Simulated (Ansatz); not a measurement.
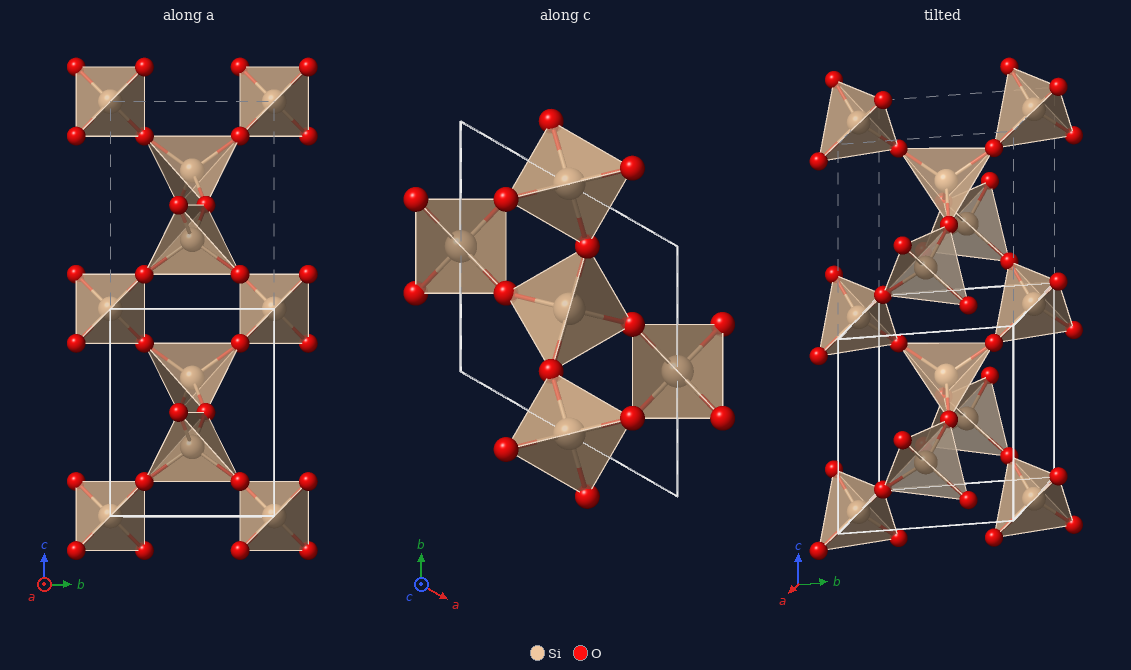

Shown here is a polyhedral view of the crystal, taken along the a axis, along the c axis and slightly off an axis. The conventional unit cell (solid box) is repeated to 1×1×2 cells. A few atoms beyond the faces are included. Cell: a = 5.060 Å, b = 5.060 Å, c = 5.541 Å, α = 90.00°, β = 90.00°, γ = 120.00°.

Give a description of the structure.

- Its composition is SiO2.
- It belongs to space group P6_422 (No. 181) and has a primitive hexagonal lattice.
- In the cell are 3 Si, 6 O, which makes 3 formula units.
- The polyhedra are SiO4 tetrahedra; they share corners.
- The neighbours of Si are four O in a tetrahedral arrangement at about 1.6 Å. The coordination shell of O holds two Si in a bent arrangement at about 1.6 Å.
- The bonds build a three-dimensional framework.

It goes back to a structure listed in the Materials Project. Earlier steps of the study, as a rule a relaxation of our own, may have changed the cell and positions, so they can lie some per cent off the listed ones. It was run through Ansatz as a DFT input.
